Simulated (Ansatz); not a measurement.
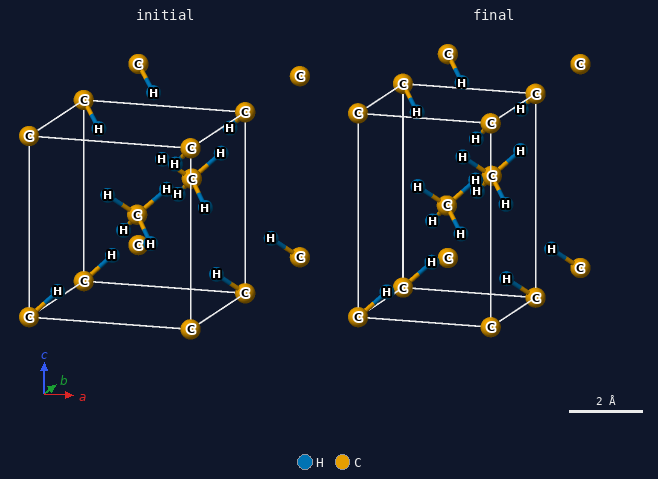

The structure of crystalline H4C (built on the Pd4S-114 type type) before (left) and after (right) a relaxation, at one scale.

The picture is a ball-and-stick view of the cell of the calculation, repeated 1 × 2 × 1 with one cell outlined, seen slightly off an axis.

Theory: Ansatz 0.2.0, DFT, r2SCAN+rVV10, plane waves, PAW.

Input file:
```yaml
crystal:
  lattice:
    - [4.7146713108, 0.0, 0.0]
    - [0.0, 4.7146713108, 0.0]
    - [0.0, 0.0, 5.1390926113]
  atoms:
    - { symbol: H, position: [0.8618619824, 0.130946372, 0.8766693711] }
    - { symbol: H, position: [0.630946372, 0.3618619824, 0.3766693711] }
    - { symbol: H, position: [0.369053628, 0.6381380176, 0.3766693711] }
    - { symbol: H, position: [0.869053628, 0.8618619824, 0.1233306289] }
    - { symbol: H, position: [0.3618619824, 0.369053628, 0.6233306289] }
    - { symbol: H, position: [0.6381380176, 0.630946372, 0.6233306289] }
    - { symbol: H, position: [0.1381380176, 0.869053628, 0.8766693711] }
    - { symbol: H, position: [0.130946372, 0.1381380176, 0.1233306289] }
    - { symbol: C, position: [0.5, 0.5, 0.5] }
    - { symbol: C, position: [0.0, 0.0, 0.0] }
kpoints:
  mp_grid: { grid: [6, 6, 4] }
hamiltonian:
  xc: r2scan
  dispersion: rvv10
scf:
  occupations: { method: fermi_dirac, width: 0.03 }
relax:
  f_tol: 0.01
  cell: {}
  max_steps: 120
```

Launched with:
```bash
ansatz run input.yaml --threads 4 --pin off --max-ram 4608MiB --backend cpu --events-out ev --progress --plain --runs-dir out
```

### Describe what moved and what it gained.

The largest moves relative to the cell, 0.18 Å, are those of 8 atoms (H1, H2, H3, H4 and others). H3 goes roughly along [−2 2 1]. C stays in place. The volume changes by −24.1 %, with a = b 4.715 → 3.871 Å (−17.9 %), c 5.139 → 5.784 Å (+12.5 %). Near-neighbour distances that change, for instance: H1–C10 1.099 → 1.089 Å. Within 0.06 Å the space group is I-42m at the start and I-42m at the end; at a tighter tolerance small leftover displacements or strains of the cell lower it. The energy falls by 7.6 meV per atom in 14 accepted moves (16 points after the start). Largest force component: 0.19 eV/Å at the start, 0.0009 eV/Å at the end. Pressure: −1.67 GPa at the start and 0.01 GPa at the end. At 2 points the geometry stayed and the basis and grid were re-selected for the new cell (energy shift of 0.4 meV per atom at most each time). Cost: 71 s on 4 threads of Arm Neoverse V1, with other jobs on the host, peak memory 0.66 GiB.
